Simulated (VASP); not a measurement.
**Two runs on ZrO₂**

System: ZrO₂ (6 atoms in the cell).
Method of the first run: DFT, PBE, plane waves, PAW (VASP 6.6.1).

The structure derives from a Materials Project entry. The geometry comes from this level: r2SCAN (a point of a series of strains). 

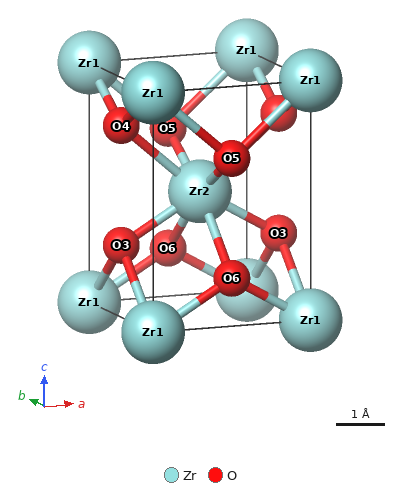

**Figure 1.** The structure (ball-and-stick view of the cell of the calculation, seen slightly off an axis; atoms are numbered from 1 in the order of the input). An atom can appear more than once, as a periodic image.

### INCAR, the first run
```
ENCUT = 520.000000
SIGMA = 0.020000
EDIFF = 1.00e-07
GGA = PE
PREC = Accurate
IBRION = -1
ISIF = 2
ISMEAR = -1
NBANDS = 33
NELM = 120
NSW = 0
LASPH = .TRUE.
LCHARG = .FALSE.
LWAVE = .FALSE.
LREAL = .FALSE.
```

### KPOINTS, the first run
```
KPOINTS created by Atomic Simulation Environment
0
Gamma
8 8 6
0 0 0
```

### KPOINTS_OPT, the first run
```
special points
7
Reciprocal
0.0000000000 0.0000000000 0.0000000000 1
0.0000000000 0.5000000000 0.0000000000 1
0.5000000000 0.5000000000 0.0000000000 1
0.0000000000 0.0000000000 0.5000000000 1
0.0000000000 0.5000000000 0.5000000000 1
0.5000000000 0.5000000000 0.5000000000 1
0.2135420000 0.2187500000 0.0000000000 1
```

### POSCAR, the first run
```
Zr O
 1.0000000000000000
     3.6010285391000001    0.0000000000000000    0.0000000000000000
     0.0000000000000000    3.6010285391000001    0.0000000000000000
     0.0000000000000000    0.0000000000000000    5.1748882163000003
 Zr  O
   2   4
Cartesian
 -0.0000000000000000 -0.0000000000000000  0.0000000000000000
  1.8005142695499998  1.8005142695499998  2.5874441081499997
  0.0000000000000000  1.8005142695499998  1.5526105164610255
 -0.0000000000000000  1.8005142695499998  4.1400546246110244
  1.8005142695499998  0.0000000000000000  3.6222776998389747
  1.8005142695499998 -0.0000000000000000  1.0348335916889744
```

Command:
```bash
mpirun -np 1 vasp_std
```

Hardware: 1 CPU thread, shared host.

### OSZICAR and lines of OUTCAR (the first run)
```
N       E                     dE             d eps       ncg     rms          rms(c)
DAV:   1     0.423654801064E+03    0.42365E+03   -0.27424E+04  3960   0.149E+03
DAV:   2    -0.409833786674E+02   -0.46464E+03   -0.44466E+03  5125   0.407E+02
DAV:   3    -0.681474439770E+02   -0.27164E+02   -0.27009E+02  5790   0.927E+01
DAV:   4    -0.694922544194E+02   -0.13448E+01   -0.13434E+01  5787   0.160E+01
DAV:   5    -0.695182031518E+02   -0.25949E-01   -0.25947E-01  5286   0.215E+00    0.366E+01
DAV:   6    -0.572596103151E+02    0.12259E+02   -0.49643E+01  4837   0.460E+01    0.133E+01
DAV:   7    -0.573367122563E+02   -0.77102E-01   -0.37438E+00  5783   0.104E+01    0.966E+00
[...]
       N       E                     dE             ncg
DAV:   1     0.566145015305E+04   -0.76521E+04      462
DAV:   2     0.257282927817E+04   -0.30886E+04      559
DAV:   3     0.236072241360E+04   -0.21211E+03      718
DAV:   4     0.235049592431E+04   -0.10226E+02      625
DAV:   5     0.235018701774E+04   -0.30891E+00      632
DAV:   6     0.235018381636E+04   -0.32014E-02      610
DAV:   7     0.235018376433E+04   -0.52034E-04      665
DAV:   8     0.235018376365E+04   -0.67813E-06      538
DAV:   9     0.235018376364E+04   -0.70149E-08      393
[... from OUTCAR:]
   NELECT =      48.0000    total number of electrons
 E-fermi :   7.0476
  free  energy   TOTEN  =       -57.2987337638 eV
  energy  without entropy=      -57.2987337638  energy(sigma->0) =      -57.29873376
```

For the second run the input was changed thus:
```diff
-     0.0000000000000000    0.0000000000000000    5.1748882163000003
+     0.0000000000000000    0.0000000000000000    5.1226166181000004
-  1.8005142695499998  1.8005142695499998  2.5874441081499997
-  0.0000000000000000  1.8005142695499998  1.5526105164610255
- -0.0000000000000000  1.8005142695499998  4.1400546246110244
-  1.8005142695499998  0.0000000000000000  3.6222776998389747
-  1.8005142695499998 -0.0000000000000000  1.0348335916889744
+  1.8005142695499998  1.8005142695499998  2.5613083090500002
+ -0.0000000000000000  1.8005142695499998  1.5193383595844634
+ -0.0000000000000000  1.8005142695499998  4.0806466686344631
+  1.8005142695499998  0.0000000000000000  3.6032782585155374
+  1.8005142695499998  0.0000000000000000  1.0419699494655370
```

Predict how the results change.

With the same functional and potentials, the second run lies 6.0 meV per atom higher. The gap on the mesh goes from 3.97 to 3.89 eV. The pressure goes from 5.75 to 7.36 GPa. The volume per atom goes from 11.18 to 11.07 Å³. The number of SCF iterations is the same.

### OSZICAR and lines of OUTCAR (the second run)
```
N       E                     dE             d eps       ncg     rms          rms(c)
DAV:   1     0.425667978657E+03    0.42567E+03   -0.27434E+04  3960   0.150E+03
DAV:   2    -0.409638269077E+02   -0.46663E+03   -0.44601E+03  5130   0.409E+02
DAV:   3    -0.681069581458E+02   -0.27143E+02   -0.26988E+02  5785   0.928E+01
DAV:   4    -0.694780877617E+02   -0.13711E+01   -0.13695E+01  5710   0.162E+01
DAV:   5    -0.695029983078E+02   -0.24911E-01   -0.24910E-01  5358   0.220E+00    0.368E+01
DAV:   6    -0.572206926426E+02    0.12282E+02   -0.49383E+01  4771   0.461E+01    0.134E+01
DAV:   7    -0.573002340935E+02   -0.79541E-01   -0.36896E+00  5849   0.103E+01    0.972E+00
[...]
       N       E                     dE             ncg
DAV:   1     0.554216180623E+04   -0.72080E+04      462
DAV:   2     0.244300371191E+04   -0.30992E+04      544
DAV:   3     0.223005513708E+04   -0.21295E+03      742
DAV:   4     0.222174874296E+04   -0.83064E+01      624
DAV:   5     0.222147394408E+04   -0.27480E+00      642
DAV:   6     0.222147048537E+04   -0.34587E-02      608
DAV:   7     0.222147043367E+04   -0.51693E-04      633
DAV:   8     0.222147043251E+04   -0.11666E-05      593
DAV:   9     0.222147043250E+04   -0.11902E-07      360
[... from OUTCAR:]
   NELECT =      48.0000    total number of electrons
 E-fermi :   7.0655
  free  energy   TOTEN  =       -57.2627949332 eV
  energy  without entropy=      -57.2627949332  energy(sigma->0) =      -57.26279493
```

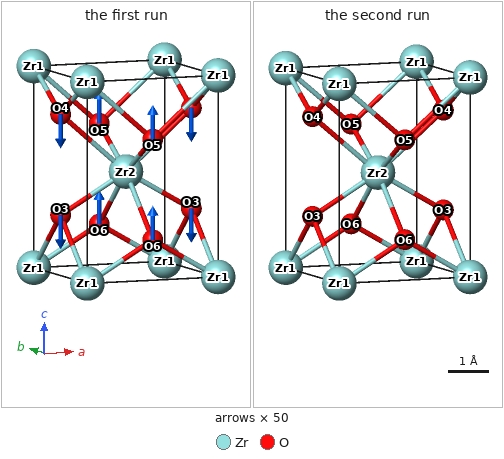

**Figure 2.** The two input geometries at one scale (ball-and-stick view of the cell of the calculation, seen slightly off an axis). The blue arrows on the first give the shifts of the atoms relative to the cell, magnified 50 times. The largest moves relative to the cell, 0.018 Å, are those of O3, O4, O5 and O6. Zr stays in place. The drawn cell changes as follows: a = b stay at 3.601 Å, c 5.175 → 5.123 Å (−1.0 %); the volume changes by −1.0 %. Among the contacts that change: Zr1–O3 2.377 → 2.356 Å.

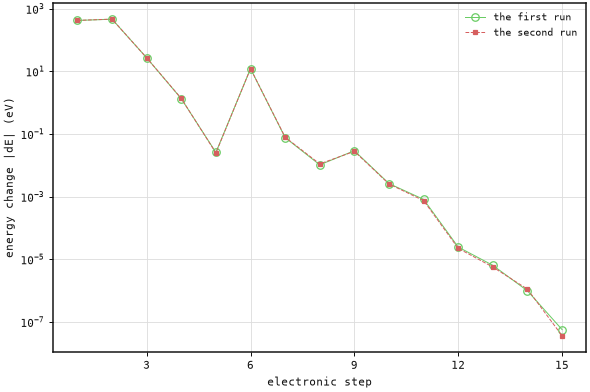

**Figure 3.** Convergence of the two runs: energy change |dE| against the electronic step. The first run takes 15 steps in all, and the second run takes 15.

### The two runs side by side

```csv
quantity,the first run,the second run
outcome,converged,converged
free energy per atom (eV),−9.5498,−9.5438
gap on the mesh (eV),3.97,3.89
pressure (GPa),5.75,7.36
volume per atom (Å³),11.18,11.07
largest force (eV/Å),0.041,0.036
SCF iterations,15,15
irreducible k-points,60,60
```

For the first run: The cell is under a pressure of 5.8 GPa at this level, so it is not at its equilibrium volume.
